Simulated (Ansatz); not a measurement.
## Geometry relaxation of PtSe₂ (part 2 of 2)

The same run, continued: PtSe₂ (slab, 12 atoms in the cell); DFT PBE+D3(BJ), scalar-relativistic, plane waves, PAW, no spin polarisation (Ansatz 0.2.0); cutoff 420 eV, 12×12×1 k-mesh, Gaussian smearing of 0.1 eV. The structure derives from an entry of the Crystallography Open Database.

Geometry of the input (Å; fractional positions):
```
3.7715  0.0000  0.0000
-1.8857  3.2662  0.0000
0.0000  0.0000  60.0613
Se 0.6667  0.3333  0.3582
Pt 0.0000  0.0000  0.3795
Se 0.3333  0.6667  0.4009
Se 0.6667  0.3333  0.4385
Pt 0.0000  0.0000  0.4598
Se 0.3333  0.6667  0.4812
Se 0.6667  0.3333  0.5188
Pt 0.0000  0.0000  0.5402
Se 0.3333  0.6667  0.5615
Se 0.6667  0.3333  0.5991
Pt 0.0000  0.0000  0.6205
Se 0.3333  0.6667  0.6418
```

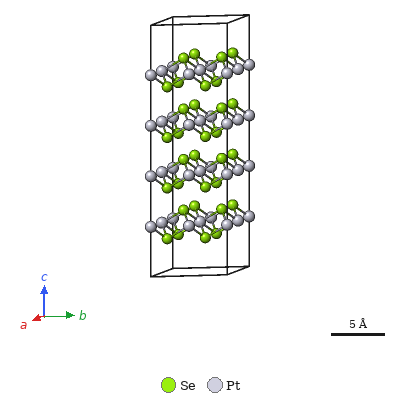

Figure 1. The geometry at step 3 of the log (ball-and-stick view of the 2 × 2 repeat of the cell, with the vacuum cut short, seen slightly off an axis).

What the program printed, continued
```
relax step   5: F+E_penalty+E_count = -93854.37279482 eV  Δ(F+E_penalty+E_count) = +4.630e-4 eV  max|allowed force component| = 2.390e-3 eV/Å  Δτ_max = 0.0000 Å  P = -0.014 N/m  Ω = 733.042 Å³  fix = [c, alpha, beta]  reactions: c -0.000 N/m  stress off target by 1.39e-2 N/m on what of the cell is left free  SCF on the basis re-selected at this cell (its energy is not comparable with the rows above)  (8 SCF iters)
basis re-selected at this cell: Δ(F+E_penalty+E_count) = +4.630e-4 eV, ΔP = +0.002 N/m vs the last step (what re-selecting the basis moved, of the pressure what is left beyond the Pulay correction that the steps carried, after the strain that the cell walked since its last selection, with what the two solves' SCF thresholds leave and, on support functions, any second-order correction that the steps lacked; it is no measure of the basis error at this ecutwfc). This SCF's stress stands 1.39e-2 N/m from its target on what of the cell is left free (relax.cell.stress_2d_tol is 2.00e-2 N/m) and its largest allowed force component is 2.39e-3 eV/Å (relax.f_tol is 5.00e-3 eV/Å): within both
SCF converged after 8 iterations
Free energy (F): -93854.372795 eV
Harris-Foulkes:  -93854.372795 eV  (|F-HF|=1.41e-9)
Internal energy: -93854.359957 eV  (E = F + TS)
E sigma→0 (E₀):  -93854.366376 eV
Entropy (-TS):   -0.012838 eV (-1.070 meV/atom)
Fermi energy:    -4.708451 eV
--- Per-component energies (eV) ---
  E_band       = -7423.686716
  E_kinetic    = 3496.961702
  E_local      = -2574701.545527  (includes V_loc(G=0)·N_el)
  E_nonlocal   = -3961.049393
  E_hartree    = 1284577.433541
  E_xc         = -1881.853462
  E_vxc        = -1998.499666  (∫ρ·V_xc dr)
  E_paw        = -53112.212969  (= ΣΔE_a)
  E_vpaw       = 585.583489  (= ΣTr[D̂ρ^β])
  E_aug_tail   = -0.004035  (compensation charges beyond the density's cutoff)
  E_ewald      = 1251733.144282
  E_disp       = -5.234096  (pairwise vdW)
  E_smearing   = -0.012838  (= −TS)
  E_closure    = -0.000000  (closes the sum)
  Σ components = -93854.372795   (vs F -93854.372795, Δ=0.00e0)
--- Forces (eV/Å), atoms counted from 1 ---
  atom   1  Se     0.00000000     0.00000000     0.00008872
  atom   2  Pt    -0.00000000    -0.00000000    -0.00238960
  atom   3  Se    -0.00000000    -0.00000000     0.00109591
  atom   4  Se     0.00000000     0.00000000     0.00025854
  atom   5  Pt     0.00000000     0.00000000     0.00022916
  atom   6  Se    -0.00000000    -0.00000000    -0.00085274
  atom   7  Se     0.00000000     0.00000000     0.00085274
  atom   8  Pt    -0.00000000    -0.00000000    -0.00022916
  atom   9  Se    -0.00000000    -0.00000000    -0.00025854
  atom  10  Se     0.00000000     0.00000000    -0.00109591
  atom  11  Pt     0.00000000     0.00000000     0.00238960
  atom  12  Se    -0.00000000    -0.00000000    -0.00008872
  max |Σ_I F_I| component: 5.82e-18 eV/Å
--- 2D stress c σ (N/m, compression-positive) ---
       -0.013908      -0.000000      -0.000000
        0.000000      -0.013908       0.000000
       -0.000000       0.000000      -0.000000
  P = ½ c Tr σ = -0.0139 N/m
--- Band table (eV; the first three rows and the last of 19) ---
  k-point 0: bands = ["-104.1676", "-104.1676", "-104.1328", "-104.1328", "-58.4098", "-58.4098", "-58.4098", "-58.4098", "-58.3693", "-58.3693", "-58.3693", "-58.3693", "-58.3328", "-58.3328", "-58.2898", "-58.2898", "-53.3335", "-53.3335", "-53.3327", "-53.3327", "-53.3256", "-53.3256", "-53.3233", "-53.3233", "-53.3209", "-53.3200", "-53.3194", "-53.3194", "-53.3193", "-53.3193", "-53.3092", "-53.3092", "-53.3092", "-53.3092", "-53.3042", "-53.3042", "-53.3033", "-53.3033", "-53.3033", "-53.3033", "-53.2901", "-53.2901", "-53.2901", "-53.2901", "-53.2843", "-53.2843", "-53.0597", "-53.0597", "-53.0597", "-53.0597", "-53.0253", "-53.0253", "-53.0253", "-53.0253", "-53.0122", "-53.0122", "-20.3819", "-20.1488", "-19.8442", "-19.5857", "-18.6869", "-18.2026", "-17.7901", "-17.5123", "-11.7536", "-11.2301", "-11.0077", "-11.0077", "-10.9620", "-10.9620", "-10.8617", "-10.8617", "-10.8597", "-10.8597", "-10.5910", "-10.0552", "-8.6555", "-8.6555", "-8.6314", "-8.6314", "-8.5654", "-8.5654", "-8.5645", "-8.5645", "-7.5254", "-7.3350", "-7.3068", "-6.8522", "-6.8351", "-6.3640", "-6.3640", "-6.1271", "-6.1271", "-6.0426", "-5.8790", "-5.8790", "-5.7680", "-5.7680", "-5.2181", "-4.4213", "-3.5027", "-3.5027", "-3.1304", "-3.1304", "-2.7698", "-2.7698", "-2.5325", "-2.5325", "-1.2228 (-1.2228°)", "-0.9775 (-0.9776°)", "-0.8321 (-0.8323°)", "-0.7804 (-0.7804°)", "-0.2782 (-0.2783°)", "-0.1684 (-0.1754°)", "0.0929", "0.1615", "0.4395", "0.7166", "0.9859", "1.4249"]
  k-point 1: bands = ["-104.1676", "-104.1676", "-104.1328", "-104.1328", "-58.4104", "-58.4104", "-58.4100", "-58.4100", "-58.3699", "-58.3699", "-58.3694", "-58.3694", "-58.3328", "-58.3327", "-58.2897", "-58.2897", "-53.3335", "-53.3335", "-53.3327", "-53.3327", "-53.3256", "-53.3256", "-53.3233", "-53.3232", "-53.3209", "-53.3200", "-53.3194", "-53.3193", "-53.3193", "-53.3193", "-53.3092", "-53.3092", "-53.3092", "-53.3091", "-53.3042", "-53.3042", "-53.3033", "-53.3033", "-53.3033", "-53.3033", "-53.2901", "-53.2901", "-53.2900", "-53.2900", "-53.2843", "-53.2843", "-53.0597", "-53.0597", "-53.0597", "-53.0597", "-53.0253", "-53.0253", "-53.0252", "-53.0252", "-53.0122", "-53.0122", "-20.3069", "-20.0766", "-19.7751", "-19.5152", "-18.6669", "-18.1977", "-17.8046", "-17.5460", "-11.6881", "-11.3106", "-11.1006", "-10.9674", "-10.9157", "-10.8992", "-10.8638", "-10.8158", "-10.8126", "-10.8013", "-10.4214", "-10.0026", "-8.7980", "-8.7439", "-8.7362", "-8.6907", "-8.6713", "-8.6664", "-8.6222", "-8.6194", "-7.4851", "-7.4360", "-7.3951", "-7.2746", "-7.0836", "-6.6996", "-6.3513", "-6.3509", "-6.1246", "-6.0009", "-5.9065", "-5.8761", "-5.7505", "-5.3384", "-4.9080", "-4.6210", "-3.6645", "-3.6434", "-3.4681", "-3.2457", "-3.2380", "-2.9988", "-2.8510", "-2.5937", "-0.7593 (-0.7594°)", "-0.6967 (-0.6970°)", "-0.5954 (-0.5958°)", "-0.2983 (-0.2984°)", "0.0809 (0.0618°)", "0.1586", "0.3178", "0.4174", "0.5459", "0.7625", "0.9502", "1.1014"]
  k-point 2: bands = ["-104.1676", "-104.1676", "-104.1328", "-104.1328", "-58.4120", "-58.4120", "-58.4105", "-58.4105", "-58.3715", "-58.3715", "-58.3699", "-58.3699", "-58.3327", "-58.3326", "-58.2896", "-58.2896", "-53.3335", "-53.3335", "-53.3327", "-53.3326", "-53.3257", "-53.3256", "-53.3234", "-53.3231", "-53.3208", "-53.3201", "-53.3193", "-53.3193", "-53.3193", "-53.3192", "-53.3092", "-53.3092", "-53.3091", "-53.3091", "-53.3043", "-53.3043", "-53.3033", "-53.3033", "-53.3032", "-53.3032", "-53.2901", "-53.2901", "-53.2900", "-53.2900", "-53.2843", "-53.2843", "-53.0597", "-53.0597", "-53.0596", "-53.0596", "-53.0253", "-53.0253", "-53.0252", "-53.0252", "-53.0122", "-53.0122", "-20.0898", "-19.8688", "-19.5782", "-19.3144", "-18.6101", "-18.1858", "-17.8475", "-17.6402", "-11.5270", "-11.3660", "-11.2948", "-10.8600", "-10.8414", "-10.7956", "-10.7932", "-10.6922", "-10.6844", "-10.4923", "-10.1658", "-9.9935", "-9.2766", "-9.1399", "-9.0466", "-9.0090", "-8.9033", "-8.8223", "-8.7396", "-8.7288", "-7.9041", "-7.8471", "-7.7369", "-7.7094", "-6.8465", "-6.6346", "-6.5412", "-6.4180", "-6.1963", "-6.1090", "-6.0155", "-5.9391", "-5.7811", "-5.6234", "-5.1883", "-4.8141", "-4.0334", "-3.8951", "-3.8825", "-3.7217", "-3.4340", "-3.2501", "-3.0079", "-2.7171", "-0.3482 (-0.3483°)", "-0.2435 (-0.2441°)", "-0.1911 (-0.1918°)", "0.0672 (0.0671°)", "0.3012 (0.2990°)", "0.5619", "0.6349", "0.7761", "0.8534", "1.0781", "1.3067", "1.4676"]
  k-point 18: bands = ["-104.1674", "-104.1674", "-104.1326", "-104.1326", "-58.4162", "-58.4162", "-58.4162", "-58.4162", "-58.3757", "-58.3757", "-58.3756", "-58.3756", "-58.3322", "-58.3321", "-58.2891", "-58.2891", "-53.3336", "-53.3330", "-53.3330", "-53.3320", "-53.3267", "-53.3243", "-53.3243", "-53.3229", "-53.3202", "-53.3202", "-53.3194", "-53.3194", "-53.3191", "-53.3191", "-53.3094", "-53.3094", "-53.3086", "-53.3086", "-53.3047", "-53.3047", "-53.3032", "-53.3032", "-53.3030", "-53.3030", "-53.2903", "-53.2903", "-53.2898", "-53.2898", "-53.2841", "-53.2841", "-53.0597", "-53.0597", "-53.0594", "-53.0594", "-53.0255", "-53.0255", "-53.0250", "-53.0250", "-53.0120", "-53.0120", "-18.4129", "-18.4129", "-18.3840", "-18.3840", "-18.3651", "-18.3651", "-18.0452", "-18.0452", "-11.6056", "-11.3490", "-11.1433", "-11.1433", "-11.0342", "-10.9781", "-10.9781", "-10.8297", "-10.8297", "-10.8094", "-10.5058", "-10.5058", "-9.3164", "-9.3164", "-9.2163", "-9.2163", "-9.1388", "-9.1388", "-9.1109", "-9.1109", "-8.9356", "-8.4787", "-8.4054", "-8.2614", "-8.2611", "-8.1632", "-7.6913", "-7.2800", "-7.2029", "-7.2029", "-7.0024", "-7.0024", "-6.7445", "-6.7445", "-6.5057", "-6.5057", "-4.6477", "-4.6477", "-4.0920", "-4.0920", "-3.3866", "-3.3866", "-2.7557", "-2.7557", "-0.6767", "-0.0092", "0.7975", "1.5165", "2.4980", "2.4980", "2.8674", "2.8960", "2.8964", "2.9164", "2.9164", "3.0940"]
  ° read free of the cell's end (the report's vacuum.weakly_bound_levels)
--- Relaxed structure (4 steps of the walk, 4 accepted, 1 SCFs on fresh bases) ---
  F+E_penalty+E_count = -93854.37279482 eV   max|allowed force component| = 2.390e-3 eV/Å   (the final SCF, on the basis selected at the relaxed cell)
  cell:  # Å, volume = 733.0419 Å³
    - [3.754063212689809, -2.8734354725225235e-11, -7.045177876065821e-82]
    - [-1.8770316063200199, 3.251114109616366, 1.3430123636391748e-81]
    - [-1.121961141278079e-80, 1.821884425433843e-80, 60.0613416738]
  atoms:
    - { symbol: Se, position: [0.6666666666666666, 0.33333333333333326, 0.3565263320533907] }
    - { symbol: Pt, position: [6.984864290967316e-19, 6.984864291090786e-19, 0.3783553048915829] }
    - { symbol: Se, position: [0.3333333333333333, 0.6666666666666666, 0.39963150856256857] }
    - { symbol: Se, position: [0.6666666666666666, 0.33333333333333326, 0.43806735578406836] }
    - { symbol: Pt, position: [1.8519799860873324e-19, 1.8519799861200574e-19, 0.45953258720366935] }
    - { symbol: Se, position: [0.3333333333333333, 0.6666666666666666, 0.480999199830396] }
    - { symbol: Se, position: [0.6666666666666666, 0.33333333333333326, 0.5190008001696039] }
    - { symbol: Pt, position: [-1.8519799860873243e-19, -1.8519799861200364e-19, 0.5404674127963307] }
    - { symbol: Se, position: [0.3333333333333333, 0.6666666666666666, 0.5619326442159315] }
    - { symbol: Se, position: [0.6666666666666666, 0.33333333333333326, 0.6003684914374315] }
    - { symbol: Pt, position: [-6.984864290967322e-19, -6.984864291090794e-19, 0.621644695108417] }
    - { symbol: Se, position: [0.3333333333333333, 0.6666666666666666, 0.6434736679466091] }
```

Trajectory as extended XYZ (Å, eV, eV/Å), 5 frames, from step=1 to step=5
```
12
Lattice="3.7715 0.0000 0.0000 -1.8857 3.2662 0.0000 0.0000 0.0000 60.0613" Properties=species:S:1:pos:R:3:forces:R:3 step=1 energy=-93854.36121
Se    1.8857    1.0887   21.5153    0.0000   0.0000  -0.1738
Pt    0.0000    0.0000   22.7957    0.0000   0.0000   0.2404
Se    0.0000    2.1775   24.0761    0.0000   0.0000  -0.0985
Se    1.8857    1.0887   26.3386    0.0000   0.0000   0.0341
Pt    0.0000    0.0000   27.6190    0.0000   0.0000  -0.0008
Se    0.0000    2.1775   28.8994    0.0000   0.0000  -0.0089
Se    1.8857    1.0887   31.1619    0.0000   0.0000   0.0089
Pt    0.0000    0.0000   32.4423    0.0000   0.0000   0.0008
Se    0.0000    2.1775   33.7227    0.0000   0.0000  -0.0341
Se    1.8857    1.0887   35.9853    0.0000   0.0000   0.0985
Pt    0.0000    0.0000   37.2656    0.0000   0.0000  -0.2404
Se    0.0000    2.1775   38.5460    0.0000   0.0000   0.1738
12
Lattice="3.7480 0.0000 0.0000 -1.8740 3.2459 0.0000 0.0000 0.0000 60.0613" Properties=species:S:1:pos:R:3:forces:R:3 step=2 energy=-93854.36890
Se    1.8740    1.0820   21.4115    0.0000   0.0000   0.1245
Pt    0.0000    0.0000   22.7396    0.0000   0.0000  -0.1105
Se    0.0000    2.1639   24.0200    0.0000   0.0000  -0.0139
Se    1.8740    1.0820   26.3341    0.0000   0.0000  -0.0106
Pt    0.0000    0.0000   27.6259    0.0000   0.0000  -0.0077
Se    0.0000    2.1639   28.9180    0.0000   0.0000  -0.0530
Se    1.8740    1.0820   31.1433    0.0000   0.0000   0.0530
Pt    0.0000    0.0000   32.4354    0.0000   0.0000   0.0077
Se    0.0000    2.1639   33.7273    0.0000   0.0000   0.0106
Se    1.8740    1.0820   36.0413    0.0000   0.0000   0.0139
Pt    0.0000    0.0000   37.3217    0.0000   0.0000   0.1105
Se    0.0000    2.1639   38.6498    0.0000   0.0000  -0.1245
12
Lattice="3.7543 0.0000 0.0000 -1.8772 3.2513 0.0000 0.0000 0.0000 60.0613" Properties=species:S:1:pos:R:3:forces:R:3 step=3 energy=-93854.37319
Se    1.8772    1.0838   21.4201    0.0000   0.0000   0.0069
Pt    0.0000    0.0000   22.7319    0.0000   0.0000  -0.0185
Se    0.0000    2.1676   24.0086    0.0000   0.0000   0.0067
Se    1.8772    1.0838   26.3132    0.0000   0.0000  -0.0052
Pt    0.0000    0.0000   27.6014    0.0000   0.0000   0.0036
Se    0.0000    2.1676   28.8901    0.0000   0.0000   0.0035
Se    1.8772    1.0838   31.1712    0.0000   0.0000  -0.0035
Pt    0.0000    0.0000   32.4599    0.0000   0.0000  -0.0036
Se    0.0000    2.1676   33.7482    0.0000   0.0000   0.0052
Se    1.8772    1.0838   36.0528    0.0000   0.0000  -0.0067
Pt    0.0000    0.0000   37.3294    0.0000   0.0000   0.0185
Se    0.0000    2.1676   38.6413    0.0000   0.0000  -0.0069
12
Lattice="3.7541 0.0000 0.0000 -1.8770 3.2511 0.0000 0.0000 0.0000 60.0613" Properties=species:S:1:pos:R:3:forces:R:3 step=4 energy=-93854.37326
Se    1.8770    1.0837   21.4135    0.0000   0.0000   0.0001
Pt    0.0000    0.0000   22.7245    0.0000   0.0000  -0.0024
Se    0.0000    2.1674   24.0024    0.0000   0.0000   0.0011
Se    1.8770    1.0837   26.3109    0.0000   0.0000   0.0003
Pt    0.0000    0.0000   27.6001    0.0000   0.0000   0.0002
Se    0.0000    2.1674   28.8895    0.0000   0.0000  -0.0009
Se    1.8770    1.0837   31.1719    0.0000   0.0000   0.0009
Pt    0.0000    0.0000   32.4612    0.0000   0.0000  -0.0002
Se    0.0000    2.1674   33.7504    0.0000   0.0000  -0.0003
Se    1.8770    1.0837   36.0589    0.0000   0.0000  -0.0011
Pt    0.0000    0.0000   37.3368    0.0000   0.0000   0.0024
Se    0.0000    2.1674   38.6479    0.0000   0.0000  -0.0001
12
Lattice="3.7541 0.0000 0.0000 -1.8770 3.2511 0.0000 0.0000 0.0000 60.0613" Properties=species:S:1:pos:R:3:forces:R:3 step=5 energy=-93854.37280
Se    1.8770    1.0837   21.4135    0.0000   0.0000   0.0001
Pt    0.0000    0.0000   22.7245    0.0000   0.0000  -0.0024
Se    0.0000    2.1674   24.0024    0.0000   0.0000   0.0011
Se    1.8770    1.0837   26.3109    0.0000   0.0000   0.0003
Pt    0.0000    0.0000   27.6001    0.0000   0.0000   0.0002
Se    0.0000    2.1674   28.8895    0.0000   0.0000  -0.0009
Se    1.8770    1.0837   31.1719    0.0000   0.0000   0.0009
Pt    0.0000    0.0000   32.4612    0.0000   0.0000  -0.0002
Se    0.0000    2.1674   33.7504    0.0000   0.0000  -0.0003
Se    1.8770    1.0837   36.0589    0.0000   0.0000  -0.0011
Pt    0.0000    0.0000   37.3368    0.0000   0.0000   0.0024
Se    0.0000    2.1674   38.6479    0.0000   0.0000  -0.0001
```

Key numbers

| quantity | value |
| --- | --- |
| outcome | converged |
| electrons treated | 200 |
| free energy | −93854.3728 eV |
| work function, top face | 4.71 eV |
| work function, bottom face | 4.71 eV |
| Fermi energy | −4.708 eV |
| gap on the k-point mesh | none (metallic) |
| final volume | 733.04 Å³ |
| work function (upper face) | 4.71 eV |
| largest force (length of the vector) at the end | 0.002 eV/Å |
| hardware | 8 threads of AMD EPYC (Zen 5), 64 GiB of memory available, shared host |
| wall time | 35 s (CPU time 4.5 min) |
| peak memory | 4 GiB |

Notes

Spin–orbit coupling is left out, which matters for Pt.
